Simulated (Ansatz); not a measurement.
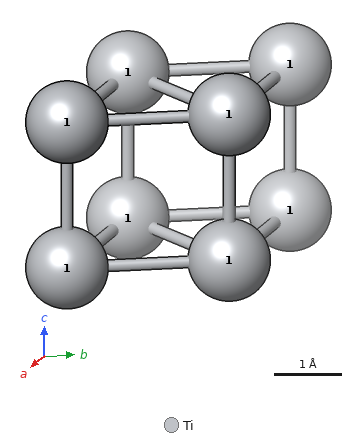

Figure 1. The starting structure (ball-and-stick view of the cell of the calculation, seen at an oblique angle; atoms are numbered from 1 in the order of the input).

## Ti: geometry relaxation (part 1 of 2)

The run: geometry relaxation of Ti (1 atom in the cell). Method and program: DFT, PBE, PAW with Ansatz's default frozen-core files, scalar-relativistic, no spin polarisation (Ansatz 0.2.0).

The structure was built on a prototype by a generator; it need not be a known phase. Its volume is 0.71 times that of the source entry. It belongs to a series of runs on one base structure; here: simple_hexagonal relaxed under pressure, PAW files. Figures and captions count atoms from 1; the log counts them from 0 in places.

## Input
```yaml
crystal:
  lattice:
    - [2.4823109293, 0.0, 0.0]
    - [-1.2411554647, 2.1497443249, 0.0]
    - [0.0, 0.0, 2.3333722736]
  atoms:
    - { symbol: Ti, position: [0.0, 0.0, 0.0] }
kpoints:
  mp_grid: { grid: [18, 18, 16] }
scf:
  occupations: { method: fermi_dirac, width: 0.1 }
hamiltonian:
  xc: pbe
  pseudopotentials: { kind: paw }
output:
  forces: true
  stress: true
  eigenvalues: true
  write_density: true
  write_potential: true
  elf: true
  volumetric_format: npy
relax:
  f_tol: 0.005
  max_steps: 40
  cell: { p_target: 68.0, stress_tol: 0.034 }
```

Command:
```bash
ansatz run input.yaml --threads 1 --pin off --max-ram 3584MiB --backend cpu --events-out ev --progress --plain --runs-dir out
```

## Log
```
Engine: ansatz 0.2.0, aarch64-unknown-linux-gnu
Pseudopotentials: kind: paw
Pseudopotential: Ti, paw, valence charge 12, recommended cutoff 420 eV (normal), Ti.paw.azcp
Functional definition: PBE
  parameter kappa = 0.804
  parameter beta = 0.06672455060314922
  exchange = pbe_x(kappa = kappa, mu = beta*pi^2/3)
  correlation = pbe_c(beta = beta)
Crystal: 1 atoms, lattice volume = 12.452 Å³
Basis set: ecut = 420 eV, 241 PW (Γ), exchange–correlation on 36×36×32 points (8 copies of the dense FFT grid, shifted against one another)
Bands: 10, of which v1, the nominal top of the filled ones, is band 6 counted from 1 (5 counted from 0)
Symmetry: 24 space group operations
Space group: P6/mmm (ITA 191), of the structure as read, at distance tolerance 2.3e-5 Å
k-points: 333 of 5184
Non-local potential: Ti, projectors of the file, l = 0: 3, l = 1: 2, l = 2: 3, l = 3: 1
PAW form: soft (Blöchl's): semilocal exchange-correlation on the pseudo side does not see the compensation charge
PAW one-centre angular grid: Ti, 590 points (default); XC on 64 Gauss nodes
Initial density: superposition of atomic densities (neutral atoms: chi_scale 0, normalization atom), corrected by the library's trained network
Initial wavefunctions: pseudopotential atomic-orbital guess
Functional: x = pbe(κ = 0.804, μ = 0.2195149727645171), c = pbe(β = 0.06672455060314922)
SCF iter   1: F=—  HF=-2498.552432 eV  |F-HF|=—  |Δ(HF+E_count)|=         —  Δρ=7.09e-3  dr2=3.50e-3  ethr=1.77e-3  ⟨swp⟩=4.4  Hψ=17695  notcnv=0
preconditioner: auto → none  [metal: Δε(μ)=0.013 eV  Ē_g=5.817 eV  σ=0.100 eV  W_gap=0.03  n_scr=2 (ndim 8)  ℏωp=21.0 eV  f_vac=0.000  D(μ)=1.00/eV (n_scr^D=8)  sad-step TF]
SCF iter   2: F=—  HF=-2498.551132 eV  |F-HF|=—  |Δ(HF+E_count)|=   1.30e-3  Δρ=3.34e-3  dr2=8.58e-4  ethr=2.91e-5  ⟨swp⟩=1.0  Hψ=5994  notcnv=0
SCF iter   3: F=—  HF=-2498.550958 eV  |F-HF|=—  |Δ(HF+E_count)|=   1.73e-4  Δρ=4.58e-4  dr2=1.15e-5  ethr=7.15e-6  ⟨swp⟩=2.2  Hψ=4680  notcnv=0
SCF iter   4: F=—  HF=-2498.550968 eV  |F-HF|=—  |Δ(HF+E_count)|=   9.72e-6  Δρ=9.47e-5  dr2=8.89e-7  ethr=9.62e-8  ⟨swp⟩=2.0  Hψ=3937  notcnv=0
iter 5 did not close the SCF: its close was put off for the readings that it lacked (scf_convergence_deferred on its scf_iter line)
SCF iter   5: F=-2498.550968 eV  HF=-2498.550968 eV  |F-HF|=4.13e-8  |Δ(HF+E_count)|=   2.61e-7  Δρ=3.20e-5  dr2=7.03e-8  ethr=7.41e-9  ⟨swp⟩=2.1  Hψ=5166  notcnv=0
SCF iter   6: F=-2498.550968 eV  HF=-2498.550968 eV  |F-HF|=2.47e-9  |Δ(HF+E_count)|=   7.73e-9  Δρ=7.77e-6  dr2=4.21e-9  ethr=5.86e-10  ⟨swp⟩=4.5  Hψ=16520  notcnv=0
SCF 1 converged in 6 iterations: F = -2498.550968 eV  dr2 = 4.21e-9
  greatest PAW one-centre occupation: 0.999 electrons in one spin orbital (limit 2), on the Ti atom at site 0 (counted from 0), in its partial waves of l = 0
relax step   1: F+E_penalty+E_count = -2498.55096793 eV  Δ(F+E_penalty+E_count) = +0.000e0 eV  max|allowed force component| = 0.000e0 eV/Å  Δτ_max = 0.0000 Å  P = +60.204 GPa  Ω = 12.452 Å³  (6 SCF iters, dr2 threshold 1.00e-7 eV, accepted)
Crystal: 1 atoms, lattice volume = 12.106 Å³
Basis set: ecut = 420 eV, 229 PW (Γ), exchange–correlation on 36×36×32 points (8 copies of the dense FFT grid, shifted against one another)
Initial density: handed on by an earlier stage of this run
Initial wavefunctions: those handed on with the density
iter 1 solved again at ethr=3.95e-6 eV; its pass at ethr=3.10e-3 eV (dr2=4.74e-4 eV) is discarded
SCF iter   1: F=—  HF=-2498.416749 eV  |F-HF|=—  |Δ(HF+E_count)|=         —  Δρ=2.16e-3  dr2=4.91e-4  ethr=3.95e-6  ⟨swp⟩=1.2  Hψ=22503  notcnv=0
preconditioner: auto → none  [metal: Δε(μ)=0.009 eV  Ē_g=24.095 eV  σ=0.100 eV  W_gap=0.02  n_scr=2 (ndim 8)  ℏωp=33.7 eV  f_vac=0.000  D(μ)=0.95/eV (n_scr^D=8)]
SCF iter   2: F=—  HF=-2498.416697 eV  |F-HF|=—  |Δ(HF+E_count)|=   5.23e-5  Δρ=5.91e-4  dr2=2.32e-5  ethr=3.95e-6  ⟨swp⟩=2.0  Hψ=4633  notcnv=0
SCF iter   3: F=—  HF=-2498.416736 eV  |F-HF|=—  |Δ(HF+E_count)|=   3.95e-5  Δρ=1.68e-4  dr2=1.17e-6  ethr=1.93e-7  ⟨swp⟩=2.0  Hψ=4020  notcnv=0
SCF iter   4: F=—  HF=-2498.416740 eV  |F-HF|=—  |Δ(HF+E_count)|=   4.38e-6  Δρ=4.84e-5  dr2=2.17e-7  ethr=8.33e-10  ⟨swp⟩=8.2  Hψ=21264  notcnv=0
SCF iter   5: F=-2498.416740 eV  HF=-2498.416740 eV  |F-HF|=3.37e-9  |Δ(HF+E_count)|=   9.92e-8  Δρ=9.35e-6  dr2=7.39e-9  ethr=8.33e-10  ⟨swp⟩=8.0  Hψ=20614  notcnv=0
SCF 2 converged in 5 iterations: F = -2498.416740 eV  dr2 = 7.39e-9
relax step   2: F+E_penalty+E_count = -2498.41674035 eV  Δ(F+E_penalty+E_count) = +1.342e-1 eV  max|allowed force component| = 0.000e0 eV/Å  Δτ_max = 0.0000 Å  P = +68.121 GPa  Ω = 12.106 Å³  energy of the carried Pulay correction = +1.148e-4 eV  (5 SCF iters, dr2 threshold 1.00e-7 eV, accepted)
Crystal: 1 atoms, lattice volume = 12.064 Å³
iter 1 solved again at ethr=3.78e-6 eV; its pass at ethr=3.10e-3 eV (dr2=4.53e-4 eV) is discarded
SCF iter   1: F=—  HF=-2498.401544 eV  |F-HF|=—  |Δ(HF+E_count)|=         —  Δρ=2.01e-3  dr2=4.67e-4  ethr=3.78e-6  ⟨swp⟩=1.4  Hψ=22423  notcnv=0
preconditioner: auto → none  [metal: Δε(μ)=0.003 eV  Ē_g=24.163 eV  σ=0.100 eV  W_gap=0.01  n_scr=2 (ndim 8)  ℏωp=33.8 eV  f_vac=0.000  D(μ)=0.91/eV (n_scr^D=8)]
SCF iter   2: F=—  HF=-2498.401402 eV  |F-HF|=—  |Δ(HF+E_count)|=   1.42e-4  Δρ=5.92e-4  dr2=2.50e-5  ethr=3.78e-6  ⟨swp⟩=1.6  Hψ=3860  notcnv=0
SCF iter   3: F=—  HF=-2498.401410 eV  |F-HF|=—  |Δ(HF+E_count)|=   8.33e-6  Δρ=1.67e-4  dr2=8.60e-7  ethr=2.08e-7  ⟨swp⟩=1.5  Hψ=3684  notcnv=0
SCF iter   4: F=-2498.401411 eV  HF=-2498.401411 eV  |F-HF|=8.29e-9  |Δ(HF+E_count)|=   4.47e-7  Δρ=1.29e-5  dr2=5.32e-9  ethr=8.33e-10  ⟨swp⟩=8.0  Hψ=20831  notcnv=0
SCF 3 converged in 4 iterations: F = -2498.401411 eV  dr2 = 5.32e-9
relax step   3: F+E_penalty+E_count = -2498.40141084 eV  Δ(F+E_penalty+E_count) = +1.533e-2 eV  max|allowed force component| = 0.000e0 eV/Å  Δτ_max = 0.0000 Å  P = +69.128 GPa  Ω = 12.064 Å³  energy of the carried Pulay correction = +1.327e-4 eV  (4 SCF iters, dr2 threshold 1.00e-7 eV, accepted)
Crystal: 1 atoms, lattice volume = 12.090 Å³
iter 1 solved again at ethr=9.20e-6 eV; its pass at ethr=3.10e-3 eV (dr2=1.10e-3 eV) is discarded
SCF iter   1: F=—  HF=-2498.414766 eV  |F-HF|=—  |Δ(HF+E_count)|=         —  Δρ=3.04e-3  dr2=1.07e-3  ethr=9.20e-6  ⟨swp⟩=1.8  Hψ=22655  notcnv=0
preconditioner: auto → none  [metal: Δε(μ)=0.011 eV  Ē_g=24.123 eV  σ=0.100 eV  W_gap=0.03  n_scr=2 (ndim 8)  ℏωp=33.8 eV  f_vac=0.000  D(μ)=0.85/eV (n_scr^D=8)]
SCF iter   2: F=—  HF=-2498.414441 eV  |F-HF|=—  |Δ(HF+E_count)|=   3.24e-4  Δρ=9.15e-4  dr2=5.74e-5  ethr=8.95e-6  ⟨swp⟩=1.5  Hψ=3723  notcnv=0
SCF iter   3: F=—  HF=-2498.414458 eV  |F-HF|=—  |Δ(HF+E_count)|=   1.64e-5  Δρ=2.60e-4  dr2=2.10e-6  ethr=4.78e-7  ⟨swp⟩=1.3  Hψ=3571  notcnv=0
SCF iter   4: F=-2498.414458 eV  HF=-2498.414458 eV  |F-HF|=1.17e-8  |Δ(HF+E_count)|=   8.40e-7  Δρ=2.18e-5  dr2=2.14e-8  ethr=8.33e-10  ⟨swp⟩=8.2  Hψ=21750  notcnv=0
SCF 4 converged in 4 iterations: F = -2498.414458 eV  dr2 = 2.14e-8
relax step   4: F+E_penalty+E_count = -2498.41445839 eV  Δ(F+E_penalty+E_count) = -1.305e-2 eV  max|allowed force component| = 0.000e0 eV/Å  Δτ_max = 0.0000 Å  P = +68.541 GPa  Ω = 12.090 Å³  energy of the carried Pulay correction = +1.304e-4 eV  (4 SCF iters, dr2 threshold 1.00e-7 eV, accepted)
Crystal: 1 atoms, lattice volume = 12.115 Å³
iter 1 solved again at ethr=5.04e-9 eV; its pass at ethr=3.10e-3 eV (dr2=6.05e-7 eV) is discarded
SCF iter   1: F=—  HF=-2498.425143 eV  |F-HF|=—  |Δ(HF+E_count)|=         —  Δρ=8.47e-5  dr2=4.17e-7  ethr=5.04e-9  ⟨swp⟩=2.0  Hψ=21688  notcnv=0
preconditioner: auto → none  [metal: Δε(μ)=0.015 eV  Ē_g=24.114 eV  σ=0.100 eV  W_gap=0.04  n_scr=2 (ndim 8)  ℏωp=33.7 eV  f_vac=0.000  D(μ)=0.84/eV (n_scr^D=8)]
SCF iter   2: F=—  HF=-2498.425170 eV  |F-HF|=—  |Δ(HF+E_count)|=   2.67e-5  Δρ=2.91e-5  dr2=2.38e-8  ethr=8.33e-10  ⟨swp⟩=4.9  Hψ=17465  notcnv=0
SCF iter   3: F=-2498.425170 eV  HF=-2498.425170 eV  |F-HF|=5.89e-9  |Δ(HF+E_count)|=   2.38e-7  Δρ=1.71e-5  dr2=2.71e-8  ethr=1.98e-10  ⟨swp⟩=7.9  Hψ=19976  notcnv=0
SCF 5 converged in 3 iterations: F = -2498.425170 eV  dr2 = 2.71e-8
relax step   5: F+E_penalty+E_count = -2498.42516979 eV  Δ(F+E_penalty+E_count) = -1.071e-2 eV  max|allowed force component| = 0.000e0 eV/Å  Δτ_max = 0.0000 Å  P = +67.933 GPa  Ω = 12.115 Å³  energy of the carried Pulay correction = +1.222e-4 eV  (3 SCF iters, dr2 threshold 1.00e-7 eV, accepted)
Crystal: 1 atoms, lattice volume = 12.112 Å³
iter 1 solved again at ethr=3.18e-10 eV; its pass at ethr=3.10e-3 eV (dr2=3.81e-8 eV) is discarded
SCF iter   1: F=—  HF=-2498.423975 eV  |F-HF|=—  |Δ(HF+E_count)|=         —  Δρ=2.19e-5  dr2=4.96e-8  ethr=3.18e-10  ⟨swp⟩=2.1  Hψ=21604  notcnv=0
preconditioner: auto → none  [metal: Δε(μ)=0.014 eV  Ē_g=24.115 eV  σ=0.100 eV  W_gap=0.04  n_scr=2 (ndim 8)  ℏωp=33.7 eV  f_vac=0.000  D(μ)=0.84/eV (n_scr^D=8)]
SCF iter   2: F=-2498.424001 eV  HF=-2498.424001 eV  |F-HF|=4.68e-10  |Δ(HF+E_count)|=   2.61e-5  Δρ=6.40e-6  dr2=2.63e-9  ethr=1.17e-10  ⟨swp⟩=4.5  Hψ=15874  notcnv=0
SCF 6 converged in 2 iterations: F = -2498.424001 eV  dr2 = 2.63e-9
relax step   6: F+E_penalty+E_count = -2498.42400111 eV  Δ(F+E_penalty+E_count) = +1.169e-3 eV  max|allowed force component| = 0.000e0 eV/Å  Δτ_max = 0.0000 Å  P = +68.000 GPa  Ω = 12.112 Å³  energy of the carried Pulay correction = +1.231e-4 eV  (2 SCF iters, dr2 threshold 1.40e-8 eV, accepted)
Initial wavefunctions: pseudopotential atomic-orbital guess (no wavefunctions were taken with the density)
iter 1 solved again at ethr=2.12e-9 eV; its pass at ethr=3.10e-3 eV (dr2=2.54e-7 eV) is discarded
SCF iter   1: F=—  HF=-2498.423819 eV  |F-HF|=—  |Δ(HF+E_count)|=         —  Δρ=7.09e-5  dr2=8.02e-8  ethr=2.12e-9  ⟨swp⟩=3.0  Hψ=27083  notcnv=0
SCF iter   2: F=—  HF=-2498.423845 eV  |F-HF|=—  |Δ(HF+E_count)|=   2.62e-5  Δρ=3.57e-5  dr2=2.93e-8  ethr=6.68e-10  ⟨swp⟩=2.1  Hψ=5094  notcnv=0
SCF iter   3: F=—  HF=-2498.423845 eV  |F-HF|=—  |Δ(HF+E_count)|=   3.29e-8  Δρ=8.77e-6  dr2=6.46e-9  ethr=2.44e-10  ⟨swp⟩=2.1  Hψ=4096  notcnv=0
SCF iter   4: F=—  HF=-2498.423845 eV  |F-HF|=—  |Δ(HF+E_count)|=   1.98e-9  Δρ=1.64e-6  dr2=8.41e-11  ethr=5.38e-11  ⟨swp⟩=2.2  Hψ=5115  notcnv=0
SCF iter   5: F=—  HF=-2498.423845 eV  |F-HF|=—  |Δ(HF+E_count)|=  9.73e-11  Δρ=3.28e-7  dr2=6.84e-12  ethr=1.00e-12  ⟨swp⟩=2.8  Hψ=5501  notcnv=0
SCF iter   6: F=-2498.423845 eV  HF=-2498.423845 eV  |F-HF|=0.00e0  |Δ(HF+E_count)|=  4.55e-13  Δρ=6.12e-8  dr2=1.83e-13  ethr=1.00e-12  ⟨swp⟩=4.2  Hψ=10893  notcnv=0
SCF 7 converged in 6 iterations: F = -2498.423845 eV  dr2 = 1.83e-13
relax step   7: F+E_penalty+E_count = -2498.42384520 eV  Δ(F+E_penalty+E_count) = +1.559e-4 eV  max|allowed force component| = 0.000e0 eV/Å  Δτ_max = 0.0000 Å  P = +68.020 GPa  Ω = 12.112 Å³  stress off target by 2.40e-2 GPa  SCF on the basis re-selected at this cell (its energy is not comparable with the rows above)  (6 SCF iters)
```
